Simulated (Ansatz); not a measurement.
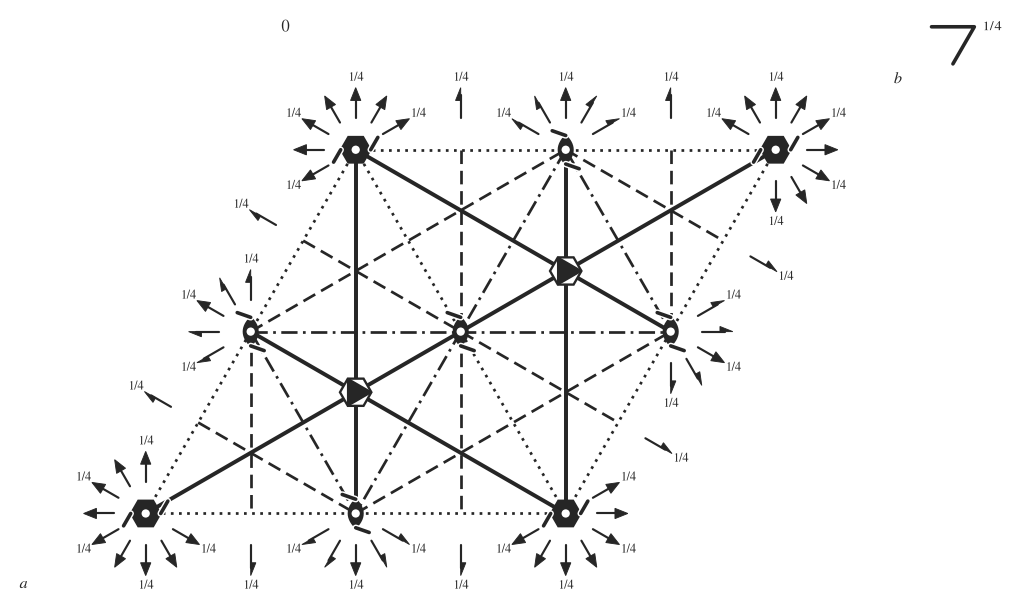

Symmetry elements of a space group, projected down c, computed from the operations of a computed or model structure of composition Ru, which need not be its known form.

Graphical symbols as in the International Tables (origin upper left, heights as fractions; handed screw axes are marked by their printed symbols).

Question: Give the Hermann–Mauguin symbol and number.

Answer: No. 194, P6₃/mmc; primitive hexagonal, point group 6/mmm, 24 general positions a cell.

Question: List the elements shown.

Answer: −6 axes along c at (1/3, 2/3), (2/3, 1/3); 6₃ axes along c at (0, 0); 2₁ axes along c at (0, 1/2), (1/2, 0), (1/2, 1/2); inversion centres at (0, 0), (0, 1/2), (1/2, 0), (1/2, 1/2); mirror planes holding c and [1 2 0] or [2 1 0] or [−1 1 0]; in-plane glide planes holding c and [1 2 0] or [2 1 0] or [−1 1 0]; c glide planes normal to a*, at x = 0; n glide planes normal to a*, at x = 1/2; c glide planes normal to b*, at y = 0; n glide planes normal to b*, at y = 1/2; c glide planes holding c and [1 1 0]; diagonal glide planes holding c and [1 1 0]; a mirror plane normal to c at height 1/4; 2 axes along [1 1 0] at height 0; 2 axes along [1 2 0] at height 1/4; 2 axes along [2 1 0] at height 1/4; 2 axes along [−1 1 0] at height 1/4; 2 axes along a at height 0; 2 axes along b at height 0; 2₁ axes along [1 1 0] at height 0; 2₁ axes along [1 2 0] at height 1/4; 2₁ axes along [2 1 0] at height 1/4; 2₁ axes along [−1 1 0] at height 1/4; 2₁ axes along a at height 0; 2₁ axes along b at height 0. Heights repeat every half period; positions are (a, b) fractions, modulo 1.
